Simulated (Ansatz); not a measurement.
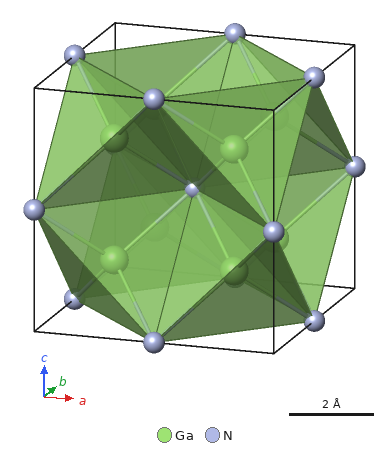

Starting structure of a crystal of Ga2N (a generated structure, set up in Fm-3m) (coarse preliminary run). Style: polyhedral. Shown: the conventional cell (4 times the calculation's cell), slightly off an axis. Lengths and directions refer to the drawn axes.

Computed with Ansatz, DFT PBE, scalar-relativistic, plane waves, PAW.

Input
```yaml
crystal:
  lattice:
    - [0.0, 3.04336698, 3.04336698]
    - [3.04336698, 0.0, 3.04336698]
    - [3.04336698, 3.04336698, 0.0]
  atoms:
    - { symbol: Ga, position: [0.25, 0.25, 0.25] }
    - { symbol: Ga, position: [0.75, 0.75, 0.75] }
    - { symbol: "N", position: [0.5, 0.5, 0.5] }
basis:
  ecutwfc: 420
kpoints:
  mp_grid: { grid: [6, 6, 6] }
hamiltonian:
  xc: pbe
scf:
  occupations: { method: gaussian, width: 0.1 }
  lower_state_search: "off"
output:
  forces: true
  stress: true
  eigenvalues: true
relax:
  adjacent_minimum: "off"
  f_tol: 0.04
  max_steps: 70
  cell: { stress_tol: 0.4 }
```

Run as
```bash
ansatz run input.yaml --threads 1 --pin off --max-ram 2560MiB --backend cpu --events-out ev --progress --plain --runs-dir out
```

> Predict the outcome.

Over 4 accepted moves (6 points after the start) the energy falls by 124 meV per atom. All forces vanish by symmetry, so only the cell relaxes. Pressure: −9.43 GPa at the start and −0.01 GPa at the end. At 2 points the geometry stayed and the basis and grid were re-selected for the new cell (energy shift of 2.2 meV per atom at most each time). The atoms keep their places relative to the cell (all moves are under 0.005 Å). The volume changes by −18.5 %, with a = b = c 6.087 → 5.684 Å (−6.6 %). Among the contacts that change: Ga1–N3 2.636 → 2.461 Å. The space group stays Fm-3m (No. 225). The run took 7.9 s on 1 thread of Arm Neoverse V1, with other jobs on the host, peak memory 0.31 GiB.

History of the run:

| step | E − E(0), meV/atom | pressure, GPa | volume, Å³/atom | note |
| --- | --- | --- | --- | --- |
| 0 | 0.00 | -9.43 | 18.792 |  |
| 1 | -115.13 | -3.55 | 16.175 |  |
| 2 | -123.67 | 2.39 | 14.924 |  |
| 3 | -125.94 | -0.30 | 15.404 |  |
| 4 | -123.76 | -0.50 | 15.404 | same geometry, new basis |
| 5 | -124.04 | 0.00 | 15.307 |  |
| 6 | -123.90 | -0.01 | 15.307 | same geometry, new basis |

Final geometry:

```
CELL_PARAMETERS angstrom
0.00000 2.84223 2.84223
2.84223 0.00000 2.84223
2.84223 2.84223 0.00000
ATOMIC_POSITIONS crystal
Ga 0.25000 0.25000 0.25000
Ga 0.75000 0.75000 0.75000
N 0.50000 0.50000 0.50000
```

After the run, drawn alike:

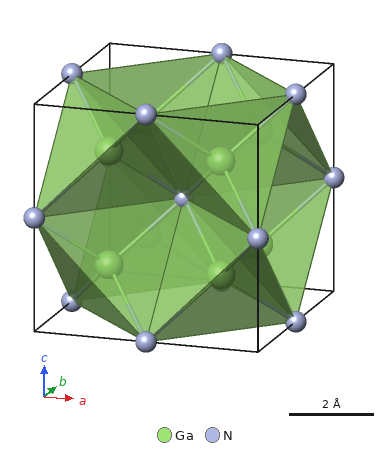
